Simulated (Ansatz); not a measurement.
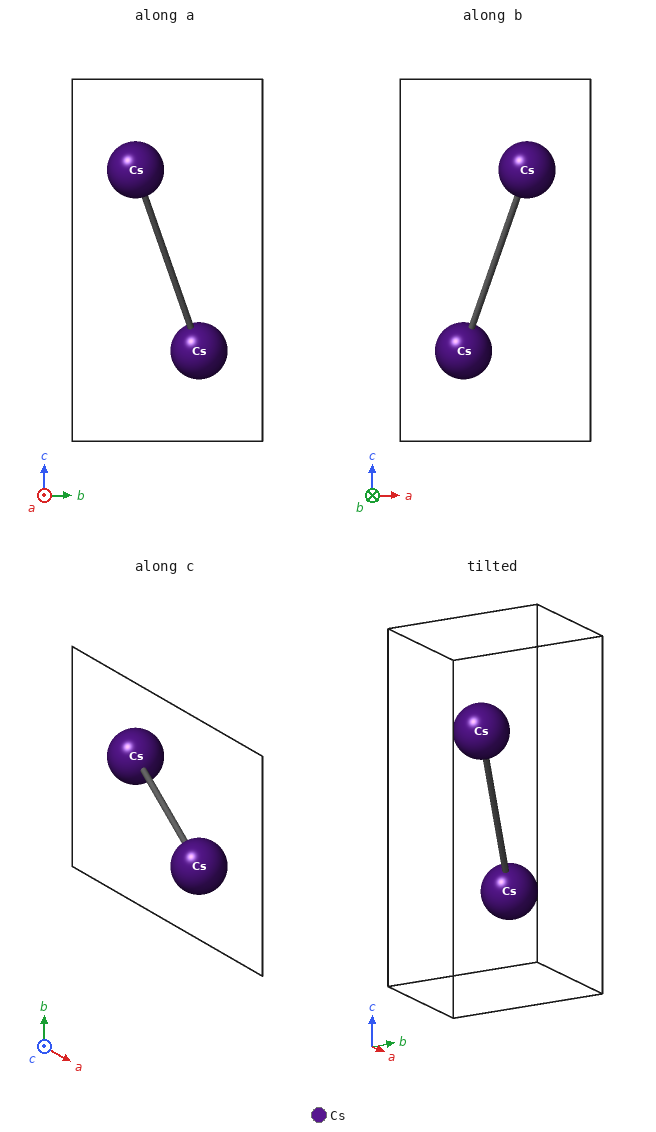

Drawn in the ball-and-stick manner and seen along the a axis, along the b axis, along the c axis and slightly off an axis. The edges of the conventional unit cell are marked.

Lattice parameters: a = 5.5836 Å, b = 5.5836 Å, c = 9.1925 Å, α = 90.000°, β = 90.000°, γ = 120.000°.

Give the structure in the form of a CIF with its space group and independent sites.

```cif
data_structure
_symmetry_space_group_name_H-M 'P 63/m m c'
_symmetry_Int_Tables_number 194
_cell_length_a 5.5836
_cell_length_b 5.5836
_cell_length_c 9.1925
_cell_angle_alpha 90.000
_cell_angle_beta 90.000
_cell_angle_gamma 120.000
_cell_volume 248.20
loop_
_atom_site_label
_atom_site_type_symbol
_atom_site_symmetry_multiplicity
_atom_site_Wyckoff_symbol
_atom_site_fract_x
_atom_site_fract_y
_atom_site_fract_z
_atom_site_occupancy
Cs1 Cs 2 c 0.3333 0.6667 0.2500 1
```

Its origin is a structure type filled with this element by a generator (whether the element takes this form wasn't checked). Earlier steps of the study may have refined or changed the cell and positions. A calculation with Ansatz used it as input.
